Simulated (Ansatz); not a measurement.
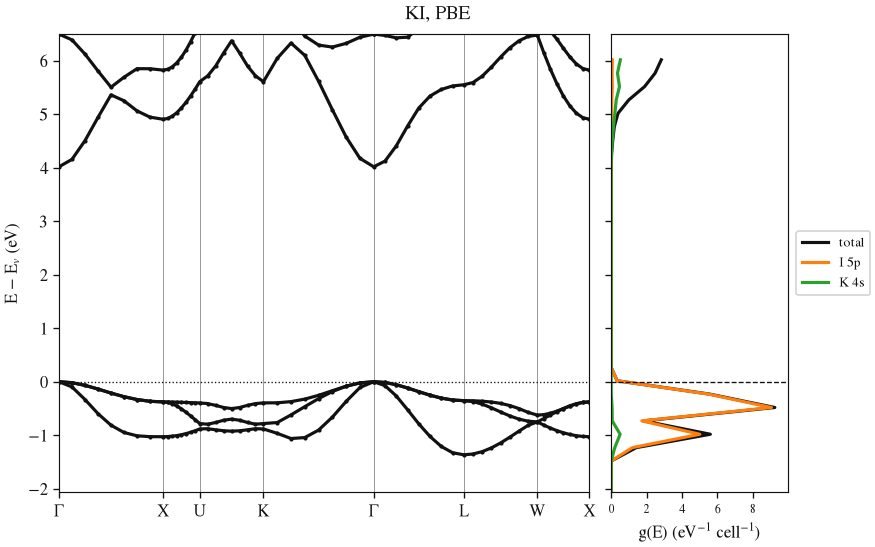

Band structure and density of states. Energies are counted from the top of the valence band. The path runs straight from each named point to the next. The partial curves are projected on Löwdin-orthogonalised atomic shells; they sum to less than the total at higher energies, where shells without a projector contribute.

The Ansatz input:

```
crystal:
  lattice:
    - [0.0, 3.507905, 3.507905]
    - [3.507905, 0.0, 3.507905]
    - [3.507905, 3.507905, 0.0]
  atoms:
    - { symbol: K, position: [0.0, 0.0, 0.0] }
    - { symbol: I, position: [0.5, 0.5, 0.5] }
  symmetry: { tolerance: 0.0003 }
kpoints:
  mp_grid: { grid: [6, 6, 6], shift: [0, 0, 0] }
  band_path:
    path:
      - [0.0, 0.0, 0.0]
      - [0.5, 0.0, 0.5]
      - [0.625, 0.25, 0.625]
      - [0.375, 0.375, 0.75]
      - [0.0, 0.0, 0.0]
      - [0.5, 0.5, 0.5]
      - [0.5, 0.25, 0.75]
      - [0.5, 0.0, 0.5]
    npoints: 8
magnetization:
  spin_polarized: false
scf:
  occupations: { method: fermi_dirac }
  lower_state_search: "off"
  max_iter: 200
hamiltonian:
  pseudopotentials: { kind: paw }
  xc: pbe
basis:
  ecutwfc: 420
  fft_grid_basis: typed
output:
  forces: true
  stress: true
  eigenvalues: true
  bader: true
  populations: true
  elf: true
  write_potential: true
  volumetric_format: npy
  dos:
    e_range: [-12, 8]
    de: 0.05
    projected: { site_lists: { I: [I], K: [K] } }
checkpoint:
  read: saved_state
```

**Read off the fundamental gap and say whether it is direct.**

An insulator. The gap along this path is 4.02 eV and direct: both edges lie at Γ.

**How much do the top valence band and the lowest conduction band disperse along the path?**

The top valence band spans 0.6 eV and the lowest conduction band 2.5 eV.

Spin-orbit coupling is left out, which matters for I.
